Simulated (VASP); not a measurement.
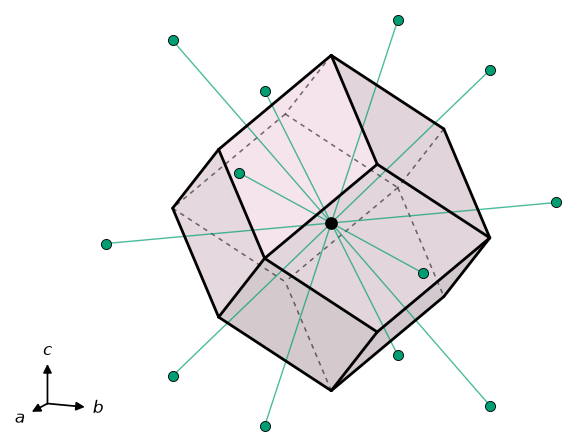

The Wigner–Seitz cell of the crystal's lattice, with lines to the lattice points that define its faces. Crystal: ZrN, an entry of the Crystallography Open Database, as set up for an electronic-structure calculation. Symmetry computed with spglib at a tolerance of 0.002 Å; standard conventional cell.

a = 4.600 Å, b = 4.600 Å, c = 4.600 Å, α = 90.00°, β = 90.00°, γ = 90.00°; space group Fm-3m, No. 225.

Which of Fedorov's five parallelohedra is it?

Answer. A rhombic dodecahedron: 12 faces (12 with 4 edges), 24 edges, 14 vertices. Its volume is that of the primitive cell, 24.3 Å³.

Which lattice vectors do the faces bisect?

Answer.
```csv
example,length (Å),faces,edges of each,area (Å²)
1/2 a + 1/2 b,3.25,12,4,3.7
```
